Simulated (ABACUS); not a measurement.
Geometry relaxation, with input and output: Cs (part 1 of 2)

The run: geometry relaxation of Cs (Im-3m, 1 atom in the cell). Method and program: Kohn-Sham DFT of a periodic cell, PBE, Ansatz NC PBE, no spin polarisation (ABACUS 3.10.1).

The structure derives from a Materials Project entry.

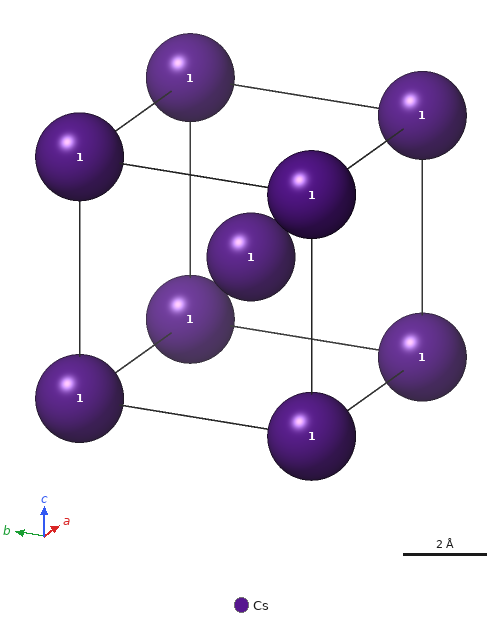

Figure 1. The starting structure (spheres-only view of the cell 2 times as large as that of the calculation, set on its symmetry axes, seen at an oblique angle; atoms are numbered from 1 in the order of the input).

Input file:
```
INPUT_PARAMETERS
suffix              Cs
calculation         cell-relax
basis_type          lcao
pseudo_dir          ./
orbital_dir         ./
symmetry            1
dft_functional      pbe
ecutwfc             100
pseudo_rcut         10
nspin               1
nbands              9
ks_solver           scalapack_gvx
smearing_method     fd
smearing_sigma      0.00367493
scf_thr             1e-07
scf_nmax            100
mixing_type         broyden
mixing_beta         0.7
cal_force           1
cal_stress          1
out_mul             1
relax_nmax          60
force_thr_ev        0.01
relax_method        cg
out_stru            1
stress_thr          0.5
```

File STRU:
```
ATOMIC_SPECIES
Cs 132.9055 Cs.upf

NUMERICAL_ORBITAL
Cs_confined-atom_10au_3s2p2d.orb

LATTICE_CONSTANT
1.8897261246

LATTICE_VECTORS
-3.1284650614 3.1284650614 3.1284650614
3.1284650614 -3.1284650614 3.1284650614
3.1284650614 3.1284650614 -3.1284650614

ATOMIC_POSITIONS
Cartesian

Cs
0.0
1
0.0000000000 0.0000000000 0.0000000000 1 1 1
```

File KPT:
```
K_POINTS
0
Gamma
6 6 6 0 0 0
```

Run as:
```bash
OMP_NUM_THREADS=1 mpirun -np 4 abacus > log
```

The program's output:
```
ABACUS v3.10.1

               Atomic-orbital Based Ab-initio Computation at UStc

 ------------------------------------------------------------------------------------

 READING GENERAL INFORMATION
                           global_out_dir = OUT.Cs/
                           global_in_card = INPUT
                               pseudo_dir = ./
                              orbital_dir = ./
                                    DSIZE = 4
                                    GSIZE = 1

 READING UNITCELL INFORMATION
                                    ntype = 1
                  lattice constant (Bohr) = 1.88973
              lattice constant (Angstrom) = 1

 READING ATOM TYPE 1
                               atom label = Cs
                      L=0, number of zeta = 3
                      L=1, number of zeta = 2
                      L=2, number of zeta = 2
             number of atom for this type = 1

                        TOTAL ATOM NUMBER = 1
CARTESIAN COORDINATES ( UNIT =       1.889726124600 Bohr ).
    atom                   x                   y                   z     mag                  vx                  vy                  vz
tauc_Cs1            0.0000000000        0.0000000000        0.0000000000  0.0000        0.0000000000        0.0000000000        0.0000000000

                          Volume (Bohr^3) = 826.515
                             Volume (A^3) = 122.477

 Lattice vectors: (Cartesian coordinate: in unit of a_0)
             -3.12847            +3.12847            +3.12847
             +3.12847            -3.12847            +3.12847
             +3.12847            +3.12847            -3.12847
 Reciprocal vectors: (Cartesian coordinate: in unit of 2 pi/a_0)
                   +0           +0.159823           +0.159823
            +0.159823                  +0           +0.159823
            +0.159823           +0.159823                  +0
 The esolver type has been set to : ksdft_lcao

                PAO radial cut off (Bohr) = 10

 Read in pseudopotential file is Cs.upf
                     pseudopotential type = NC
          exchange-correlation functional = PBE
                 nonlocal core correction = 1
                        valence electrons = 9
                                     lmax = 3
                           number of zeta = 3
                     number of projectors = 8
                           L of projector = 0
                           L of projector = 0
                           L of projector = 1
                           L of projector = 1
                           L of projector = 2
                           L of projector = 2
                           L of projector = 3
                           L of projector = 3
     initial pseudo atomic orbital number = 5

 SETUP THE ELECTRONS NUMBER
            electron number of element Cs = 9
      total electron number of element Cs = 9
            AUTOSET number of electrons:  = 9
                           occupied bands = 5
                                   NLOCAL = 19
                                   NBANDS = 9
                                   NBANDS = 9
                                   NLOCAL = 19

%%%%%%%%%%%%%%%%%%%%%%%%%%%%%%%%%%%%%%%%%%%%%%%%%%%%%%%%%%%%%%%%%%%%%%%%%%%%%%%%%%%%%%%%%%%%%%%%%%%%%%%%%%
 Warning: the number of valence electrons in pseudopotential > 1 for Cs: [Xe] 6s1
 Pseudopotentials with additional electrons can yield (more) accurate outcomes, but may be less efficient.
 If you're confident that your chosen pseudopotential is appropriate, you can safely ignore this warning.
%%%%%%%%%%%%%%%%%%%%%%%%%%%%%%%%%%%%%%%%%%%%%%%%%%%%%%%%%%%%%%%%%%%%%%%%%%%%%%%%%%%%%%%%%%%%%%%%%%%%%%%%%%

 SETUP THE PLANE WAVE BASIS
 energy cutoff for charge/potential (unit:Ry) = 400
            fft grid for charge/potential = [ 72, 72, 72 ]
                        fft grid division = [ 3, 3, 3 ]
        big fft grid for charge/potential = [ 24, 24, 24 ]
                                     nbxx = 3456
                                     nrxx = 93312

 SETUP PLANE WAVES FOR CHARGE/POTENTIAL
                    number of plane waves = 111765
                         number of sticks = 3157

 PARALLEL PW FOR CHARGE/POTENTIAL
     PROC   COLUMNS(POT)             PW
        1            789          27941
        2            789          27941
        3            789          27941
        4            790          27942
 --------------- sum -------------------
        4           3157         111765
                            number of |g| = 644
                                  max |g| = 36.1693
                                  min |g| = 0

----------- Double Check Mixing Parameters Begin ------------
mixing_type: broyden
mixing_beta: 0.7
mixing_gg0: 1
mixing_gg0_min: 0.1
mixing_ndim: 8
----------- Double Check Mixing Parameters End ------------

 LATTICE VECTORS: (CARTESIAN COORDINATE: IN UNIT OF A0)
             -3.12847            +3.12847            +3.12847
             +3.12847            -3.12847            +3.12847
             +3.12847            +3.12847            -3.12847
                       right hand lattice = 1
                                   NORM_A = 5.41866
                                   NORM_B = 5.41866
                                   NORM_C = 5.41866
                           ALPHA (DEGREE) = 109.471
                           BETA  (DEGREE) = 109.471
                           GAMMA (DEGREE) = 109.471

 The lattice vectors have been changed (STRU_SIMPLE.cif)

(for optimal symmetric configuration:)
                             BRAVAIS TYPE = 2
                     BRAVAIS LATTICE NAME = 02. Cubic I (body-centered)
                                    ibrav = 2
                                    IBRAV = 2
                                  BRAVAIS = BODY CENTERED CUBIC
                       LATTICE CONSTANT A = 6.25693
Original cell was already a primitive cell.
                        ROTATION MATRICES = 48
              PURE POINT GROUP OPERATIONS = 48
                   SPACE GROUP OPERATIONS = 48
                              POINT GROUP = O_h
               POINT GROUP IN SPACE GROUP = O_h

 SETUP K-POINTS
                                    nspin = 1
                   Input type of k points = Monkhorst-Pack(Gamma)
                                   nkstot = 216
                       right hand lattice = 1
(for reciprocal lattice: )
                             BRAVAIS TYPE = 3
                     BRAVAIS LATTICE NAME = 03. Cubic F (face-centered)
                                    ibrav = 3
                       right hand lattice = 1
(for k-lattice: )
                             BRAVAIS TYPE = 3
                     BRAVAIS LATTICE NAME = 03. Cubic F (face-centered)
                                    ibrav = 3
                       right hand lattice = 1
                        ROTATION MATRICES = 48
                               nkstot_ibz = 16
K-POINTS REDUCTION ACCORDING TO SYMMETRY
     IBZ    DIRECT_X    DIRECT_Y    DIRECT_Z  WEIGHT  ibz2bz
       1  0.00000000  0.00000000  0.00000000  0.0046       0
       2 -0.16666667  0.16666667  0.00000000  0.0556       1
       3 -0.33333333  0.33333333  0.00000000  0.0556       2
       4  0.50000000  0.50000000  0.00000000  0.0278       3
       5 -0.33333333  0.16666667  0.16666667  0.1111       7
       6  0.50000000  0.33333333  0.16666667  0.2222       8
       7  0.33333333  0.33333333  0.33333333  0.0370      14
       8  0.50000000  0.16666667  0.16666667  0.0370      43
       9  0.33333333  0.33333333  0.16666667  0.0556      44
      10 -0.16666667  0.16666667  0.16666667  0.0278      47
      11 -0.33333333  0.16666667  0.33333333  0.1111      52
      12  0.50000000  0.50000000  0.16666667  0.0556      57
      13  0.50000000  0.33333333  0.33333333  0.1111      58
      14 -0.33333333  0.33333333  0.33333333  0.0278      88
      15  0.50000000  0.50000000  0.33333333  0.0556      93
      16  0.50000000  0.50000000  0.50000000  0.0046     129

                               nkstot now = 16
[... K-POINTS DIRECT COORDINATES: 16 rows ...]

           k-point number in this process = 16
       minimum distributed K point number = 16
[... stars of the k points ...]

[... K-POINTS CARTESIAN COORDINATES: 16 rows ...]

[... K-POINTS DIRECT COORDINATES: 16 rows ...]

 SETUP PLANE WAVES FOR WAVE FUNCTIONS
     energy cutoff for wavefunc (unit:Ry) = 100
              fft grid for wave functions = [ 72, 72, 72 ]
                    number of plane waves = 18173
                         number of sticks = 941

 PARALLEL PW FOR WAVE FUNCTIONS
     PROC   COLUMNS(POT)             PW
        1            235           4543
        2            235           4543
        3            235           4543
        4            236           4544
 --------------- sum -------------------
        4            941          18173

 SET NONLOCAL PSEUDOPOTENTIAL PROJECTORS
 max number of nonlocal projetors among all species is 8

 -------------------------------------------
 STEP OF RELAXATION : 1
 -------------------------------------------

 SETUP SEARCHING RADIUS FOR PROGRAM TO SEARCH ADJACENT ATOMS
                  longest orb rcut (Bohr) = 10
   longest nonlocal projector rcut (Bohr) = 2.3
                     search radius (Bohr) = 24.6
              searching radius is (Bohr)) = 24.6
         searching radius unit is (Bohr)) = 1.89
                         PeriodicBoundary = 1
                        Radius(unit:lat0) = 13
                                   glayer = [ 4, 4, 4 ]
                             glayer_minus = [ 3, 3, 3 ]

Find the coordinate range of the input atom(unit:lat0).
                                  min_tau = [ -28.2, -28.2, -28.2 ]
                                  max_tau = [ 28.2, 28.2, 28.2 ]
                                BoxNumber = [ 7, 7, 7 ]

 SETUP EXTENDED REAL SPACE GRID FOR GRID INTEGRATION
                          real space grid = [ 72, 72, 72 ]
                 big cell numbers in grid = [ 24, 24, 24 ]
             meshcell numbers in big cell = [ 3, 3, 3 ]
                        extended fft grid = [ 29, 29, 29 ]
                dimension of extened grid = [ 83, 83, 83 ]
                            UnitCellTotal = 125
              Atom number in sub-FFT-grid = 1
    Local orbitals number in sub-FFT-grid = 19
                                ParaV.nnr = 6500
                                 init_chg = atomic

 LCAO ALGORITHM --------------- ION=   1  ELEC=   1--------------------------------

 Density error is 0.0132750480722
----------------------------------------------------------
     Energy           Rydberg                 eV
----------------------------------------------------------
 E_KohnSham     -46.7201640597       -635.6604427073
 E_Harris       -46.8741778613       -637.7559079785
 E_Fermi        0.1615494140         2.1979925386
----------------------------------------------------------

 LCAO ALGORITHM --------------- ION=   1  ELEC=   2--------------------------------

 Density error is 0.00656164558682
----------------------------------------------------------
     Energy           Rydberg                 eV
----------------------------------------------------------
 E_KohnSham     -46.7202814974       -635.6620405287
 E_Harris       -46.7641129947       -636.2583986436
 E_Fermi        0.1595929610         2.1713736303
----------------------------------------------------------

 LCAO ALGORITHM --------------- ION=   1  ELEC=   3--------------------------------

 Density error is 0.00365879783657
----------------------------------------------------------
     Energy           Rydberg                 eV
----------------------------------------------------------
 E_KohnSham     -46.7202921472       -635.6621854271
 E_Harris       -46.7376779484       -635.8987313876
 E_Fermi        0.1586942772         2.1591464095
----------------------------------------------------------

 LCAO ALGORITHM --------------- ION=   1  ELEC=   4--------------------------------

 Density error is 0.000201639197489
----------------------------------------------------------
     Energy           Rydberg                 eV
----------------------------------------------------------
 E_KohnSham     -46.7202937622       -635.6622074002
 E_Harris       -46.7204357890       -635.6641397738
 E_Fermi        0.1578563322         2.1477455826
----------------------------------------------------------

 LCAO ALGORITHM --------------- ION=   1  ELEC=   5--------------------------------

 Density error is 1.8499104479e-05
----------------------------------------------------------
     Energy           Rydberg                 eV
----------------------------------------------------------
 E_KohnSham     -46.7202937667       -635.6622074610
 E_Harris       -46.7203442957       -635.6628949439
 E_Fermi        0.1578487902         2.1476429685
----------------------------------------------------------

 LCAO ALGORITHM --------------- ION=   1  ELEC=   6--------------------------------

 Density error is 2.67637944607e-06
----------------------------------------------------------
     Energy           Rydberg                 eV
----------------------------------------------------------
 E_KohnSham     -46.7202937668       -635.6622074617
 E_Harris       -46.7202667374       -635.6618397091
 E_Fermi        0.1578487171         2.1476419751
----------------------------------------------------------

 LCAO ALGORITHM --------------- ION=   1  ELEC=   7--------------------------------

 Density error is 9.87395767745e-07
----------------------------------------------------------
     Energy           Rydberg                 eV
----------------------------------------------------------
 E_KohnSham     -46.7202937668       -635.6622074620
 E_Harris       -46.7203049127       -635.6623591100
 E_Fermi        0.1578495595         2.1476534364
----------------------------------------------------------

 LCAO ALGORITHM --------------- ION=   1  ELEC=   8--------------------------------

 Density error is 1.62512169301e-08
----------------------------------------------------------
     Energy           Rydberg                 eV
```
